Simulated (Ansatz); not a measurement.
**SrO: 7 runs along one coordinate**

System: SrO (2 atoms in the cell).
Method: DFT PBE, scalar-relativistic, plane waves, PAW, no spin polarisation (Ansatz 0.2.0).

The 7 runs differ only in the geometry, by a strain of the cell at fixed fractional positions. Against run 4, the strain is εxx = −0.01 η, εxz = η and εzz = −0.01 η. The structure derives from an entry of the Crystallography Open Database.

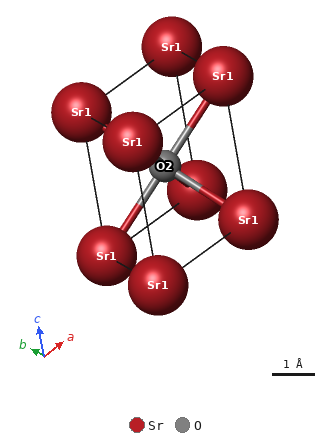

Figure 1. The structure of run 4 (ball-and-stick view of the reduced cell, seen slightly off an axis; atoms are numbered from 1 in the order of the input). An atom can appear more than once, as a periodic image.

### Input of run 4
```yaml
crystal:
  lattice:
    - [0.0192735, 2.5698, 2.5698]
    - [2.5890735, 0.0, 2.5890735]
    - [2.5698, 2.5698, 0.0192735]
  atoms:
    - { symbol: Sr, position: [0.0, 0.0, 0.0] }
    - { symbol: O, position: [0.5, 0.5, 0.5] }
basis:
  ecutwfc: 420
kpoints:
  mp_grid: { grid: [8, 8, 8] }
hamiltonian:
  xc: pbe
scf:
  occupations: { method: gaussian, width: 0.05 }
output:
  forces: true
  stress: true
  eigenvalues: true
```

Command:
```bash
ansatz run input.yaml --threads 1 --pin off --max-ram 2560MiB --backend cpu --events-out ev --progress --plain --runs-dir out
```

Run 6 differs from it as follows:
```diff
-    - [0.0192735, 2.5698, 2.5698]
-    - [2.5890735, 0.0, 2.5890735]
-    - [2.5698, 2.5698, 0.0192735]
+    - [0.038547, 2.5698, 2.5698]
+    - [2.608347, 0.0, 2.608347]
+    - [2.5698, 2.5698, 0.038547]
```

### Results, with one run withheld

```tsv
run	strain parameter η (%)	free energy per atom, from the lowest run given (meV)	pressure (GPa)	gap on the mesh (eV)
1	−1.7501	1.11	2.92	3.29
2	−0.5000	0.00	2.92	3.31
3	−0.2500	0.22	2.92	3.30
4	0.0000	0.58	2.92	3.30
5	0.5000	1.78	2.92	3.28
6	0.7500	?	?	?
7	1.0001	3.53	2.91	3.27
```

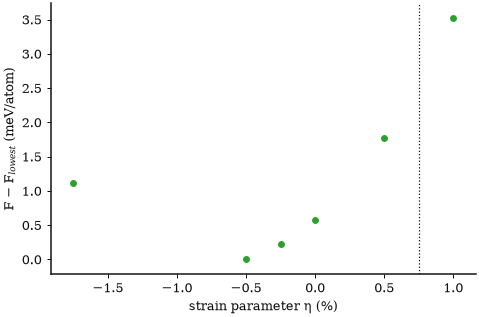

Figure 2. Free energy per atom of the runs given; the dotted line marks run 6.

What should run 6 give?

A cubic polynomial in the coordinate, fitted to the 6 runs given, misses them by at most 0.01 meV per atom. With x = η + 0.1667, it reads F = 0.32691 + 1.3875 x + 1.1752 x² − 0.0085492 x³ (meV per atom). At run 6 it gives 2.58 meV per atom, and the run itself gives 2.58. The fit has its minimum at η = −0.7533 %. The gap on the mesh lies between 3.27 eV (run 7) and 3.31 eV (run 2); run 6 has 3.27 eV. These are gaps of this functional on this mesh, which can miss the band edges; they aren't the measured gap.

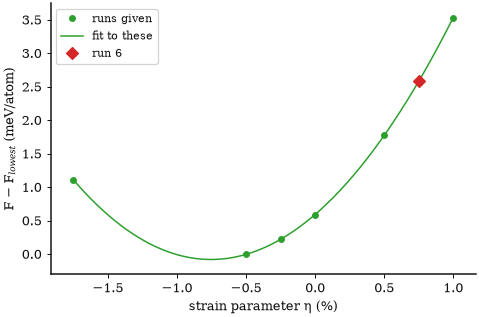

Figure 3. The fit and the withheld run.

### Output, shortened to warnings, some set-up lines, iterations and results (run 6)
```
Basis set: ecut = 420 eV, 655 PW (Γ), exchange–correlation on 50×50×50 points (8 copies of the dense FFT grid, shifted against one another)
Symmetry: 8 space group operations
k-points: 95 of 512
Initial density: superposition of atomic densities (neutral atoms: chi_scale 0, normalization atom), corrected by the library's trained network
[...]
SCF iter   1: F=—  HF=-4114.612827 eV  |F-HF|=—  |Δ(HF+E_count)|=         —  Δρ=3.65e-4  dr2=5.20e-6  ethr=1.77e-3  ⟨swp⟩=8.5  Hψ=9183  notcnv=0
SCF iter   2: F=—  HF=-4114.613582 eV  |F-HF|=—  |Δ(HF+E_count)|=   7.55e-4  Δρ=4.37e-4  dr2=6.55e-5  ethr=3.25e-8  ⟨swp⟩=4.3  Hψ=4010  notcnv=0
SCF iter   3: F=—  HF=-4114.613605 eV  |F-HF|=—  |Δ(HF+E_count)|=   2.32e-5  Δρ=1.93e-4  dr2=1.06e-5  ethr=3.25e-8  ⟨swp⟩=2.0  Hψ=1805  notcnv=0
SCF iter   4: F=—  HF=-4114.613631 eV  |F-HF|=—  |Δ(HF+E_count)|=   2.57e-5  Δρ=7.73e-5  dr2=2.14e-6  ethr=3.25e-8  ⟨swp⟩=2.0  Hψ=1812  notcnv=0
SCF iter   5: F=—  HF=-4114.613631 eV  |F-HF|=—  |Δ(HF+E_count)|=   2.65e-7  Δρ=4.09e-5  dr2=6.05e-7  ethr=1.34e-8  ⟨swp⟩=1.0  Hψ=1140  notcnv=0
SCF iter   6: F=—  HF=-4114.613630 eV  |F-HF|=—  |Δ(HF+E_count)|=   1.04e-7  Δρ=2.07e-5  dr2=1.58e-7  ethr=3.78e-9  ⟨swp⟩=1.0  Hψ=1140  notcnv=0
SCF iter   7: F=-4114.613630 eV  HF=-4114.613630 eV  |F-HF|=1.14e-8  |Δ(HF+E_count)|=   3.04e-8  Δρ=6.07e-6  dr2=1.32e-8  ethr=6.25e-10  ⟨swp⟩=5.3  Hψ=4410  notcnv=0
SCF 1 converged in 7 iterations: F = -4114.613630 eV  dr2 = 1.32e-8
SCF converged after 7 iterations
Free energy (F): -4114.613630 eV
Harris-Foulkes:  -4114.613630 eV  (|F-HF|=1.14e-8)
Internal energy: -4114.613630 eV  (E = F + TS)
E sigma→0 (E₀):  -4114.613630 eV
Fermi energy:    9.628521 eV
--- Per-component energies (eV) ---
  E_band       = -57.552863
  E_kinetic    = 423.325713
  E_local      = -863.148856  (includes V_loc(G=0)·N_el)
  E_nonlocal   = 250.199884
  E_hartree    = 233.657797
  E_xc         = -249.491146
  E_vxc        = -259.325015  (∫ρ·V_xc dr)
  E_paw        = -2852.363853  (= ΣΔE_a)
  E_vpaw       = -75.920838  (= ΣTr[D̂ρ^β])
  E_aug_tail   = 0.002409  (compensation charges beyond the density's cutoff)
  E_ewald      = -1056.795579
  E_smearing   = -0.000000  (= −TS)
  E_closure    = -0.000000  (closes the sum)
  Σ components = -4114.613630   (vs F -4114.613630, Δ=0.00e0)
--- Forces (eV/Å), atoms counted from 1 ---
  atom   1  Sr    -0.00000000     0.00000000    -0.00000000
  atom   2  O     -0.00000000     0.00000000     0.00000000
  max |Σ_I F_I| component: 3.35e-30 eV/Å
--- Stress (GPa, compression-positive) ---
        2.935944       0.000000      -1.624726
        0.000000       2.873768      -0.000000
       -1.624726      -0.000000       2.935944
  P = ⅓ Tr σ = 2.9152 GPa (29.152 kbar)
```
